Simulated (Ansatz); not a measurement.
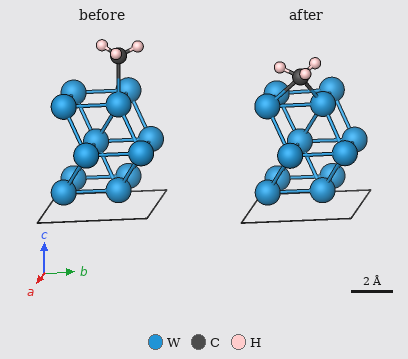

The structure of a slab of composition H$_{3}$W$_{12}$C (cut from the Im-3m phase) before (left) and after (right) a constrained relaxation, at one scale.

Style: ball-and-stick. Shown: the cell of the calculation, outlined in the plane, without the vacuum (origin shifted), slightly off an axis.

Case: 1 CH3 a cell, anchor, over a top W site. The slab is the (1 1 0) face of W with CH3 on it. 4 atoms are held fixed.

Computed with DFT PBE+D3(BJ), scalar-relativistic, plane waves, PAW (Ansatz 0.2.0).

Input file:
```yaml
crystal:
  lattice:
    - [5.4721979593, 0.0, 0.0]
    - [-1.8240659864, 5.1592377134, 0.0]
    - [0.0, 0.0, 22.8408328802]
  atoms:
    - { symbol: W, position: [0.25, 0.25, 0.3502499249] }
    - { symbol: W, position: [0.25, 0.75, 0.3502499249] }
    - { symbol: W, position: [0.75, 0.25, 0.3502499249] }
    - { symbol: W, position: [0.75, 0.75, 0.3502499249] }
    - { symbol: W, position: [0.5, 0.5, 0.4459316238] }
    - { symbol: W, position: [0.5, 0.0, 0.4459316238] }
    - { symbol: W, position: [0.0, 0.5, 0.4459316238] }
    - { symbol: W, position: [0.0, 0.0, 0.4459316238] }
    - { symbol: W, position: [0.75, 0.75, 0.5415836076] }
    - { symbol: W, position: [0.75, 0.25, 0.5415836076] }
    - { symbol: W, position: [0.25, 0.75, 0.5415836076] }
    - { symbol: W, position: [0.25, 0.25, 0.5415836076] }
    - { symbol: C, position: [0.75, 0.75, 0.6501610843], spin: 1.0 }
    - { symbol: H, position: [0.7033901641, 0.9164079437, 0.6664828164] }
    - { symbol: H, position: [0.6061781718, 0.5730303411, 0.6664828164] }
    - { symbol: H, position: [0.9404316641, 0.7605617152, 0.6664828164] }
basis:
  ecutwfc: 420
kpoints:
  mp_grid: { grid: [4, 4, 1] }
hamiltonian:
  xc: pbe
  dispersion: d3bj
scf:
  occupations: { method: gaussian, width: 0.1 }
output:
  forces: true
  eigenvalues: true
  populations: true
magnetization:
  spin_polarized: true
relax:
  adjacent_minimum: "off"
  f_tol: 0.04
  max_steps: 100
  constraints: [{ sites: [0, 1, 2, 3] }]
efield:
  axis: 3
  dipole_correction: true
  ramp_width: 0.04
```

Run as
```bash
ansatz run input.yaml --threads 8 --pin off --max-ram 20480MiB --backend cpu --events-out ev --progress --plain --runs-dir out
```

**Describe what moved and what it gained.**

Over 18 accepted moves (19 points after the start) the energy falls by 1.278 eV per cell of the calculation. The largest force component goes from 2.5 to 0.01 eV/Å. 1 step only repeated the SCF at the same geometry. The largest move is that of H15, 2.06 Å at 69° to the normal (−c side). Largest moves by element: H 2.06 Å, C 1.71 Å, W 0.07 Å. The lattice vectors keep their values. Near-neighbour distances that change, for instance: W11–C13 3.693 → 2.404 Å, W10–C13 3.693 → 2.405 Å, W9–C13 2.480 → 2.273 Å, W6–W10 2.696 → 2.747 Å. New bonds form, among them: W10–C13 (3.69 → 2.41 Å), W11–C13 (3.69 → 2.40 Å). Bond angles that change, for instance: W9–C13–H14 110.0° → 74.3°, W9–C13–H15 110.0° → 127.3°, H15–C13–H16 108.9° → 104.1°. The program noted that the starting moments weren't kept.

Limits of the set-up: the periodic images lie only 5.5 Å apart, so the values are limited by the cell's size.
